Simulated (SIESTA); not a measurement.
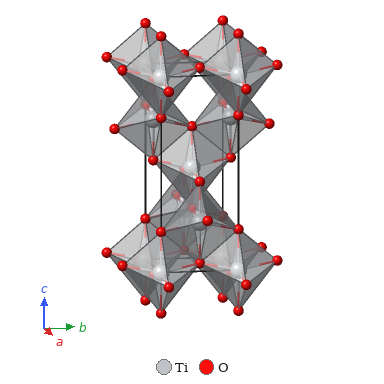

System: TiO₂, space group I4_1/amd (No. 141). The picture shows the conventional cell.

The given structure:
```
Ti O
1.0
    -1.89210    1.89210    4.75730
     1.89210   -1.89210    4.75730
     1.89210    1.89210   -4.75730
Ti O
2 4
Direct
  0.75000 0.25000 0.50000
  0.00000 0.00000 0.00000
  0.79190 0.79190 0.00000
  0.54190 0.04190 0.50000
  0.95810 0.45810 0.50000
  0.20810 0.20810 0.00000
```

How it was computed, with SIESTA 5.4.2: DFT in numerical atomic orbitals with pseudopotentials, no spin polarisation; energies at scaled volumes of the given cell, shape and fractions fixed, counted from the fit's minimum, third-order Birch-Murnaghan fit. Level: LDA.

```tsv
setting	value
k mesh	8×8×8
occupations	Fermi–Dirac
smearing width	0.05 eV
potentials	PseudoDojo 0.4 standard, converted to PSML, two zetas on semicore shells
program settings	basis DZP, mesh cutoff 800 Ry
```

Describe the result: the energy and pressure against volume. The volume takes the values 10.67, 10.90, 11.13, 11.35, 11.58, 11.81, 12.04 Å³/atom.

A third-order Birch–Murnaghan fit gives V0 = 11.23 Å³/atom, B0 = 232 GPa and B′ = 4.2. The energy is 22.16 meV/atom at volume 10.67 Å³/atom and 36.67 meV/atom at 12.04 Å³/atom; the lowest computed point is at volume 11.13 Å³/atom (0.74 meV/atom), in a single well. The pressure falls from 13.22 GPa at volume 10.67 Å³/atom to −13.80 GPa at 12.04 Å³/atom, and changes sign near 11.24 Å³/atom.

```
volume (Å³/atom)  energy (meV/atom)  pressure (GPa)
           10.67              22.16           13.22
           10.90               7.57            7.47
           11.13               0.74            2.27
           11.35               0.91           -2.42
           11.58               7.37           -6.62
           11.81              19.48          -10.40
           12.04              36.67          -13.80
```

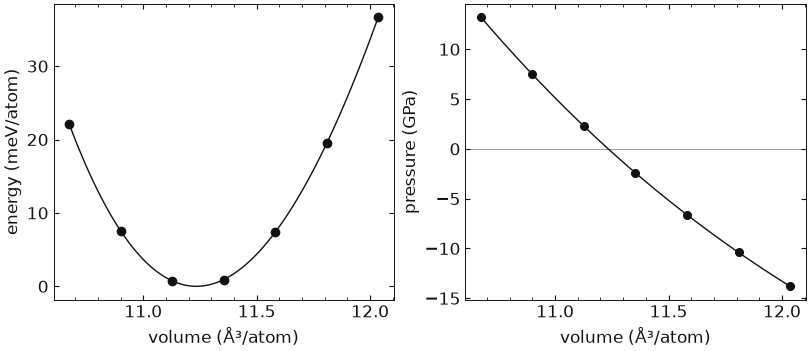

Note: mulliken charges of long orbitals; shape and atomic fractions are frozen while scaling, which makes layered, chain and framework solids too stiff.
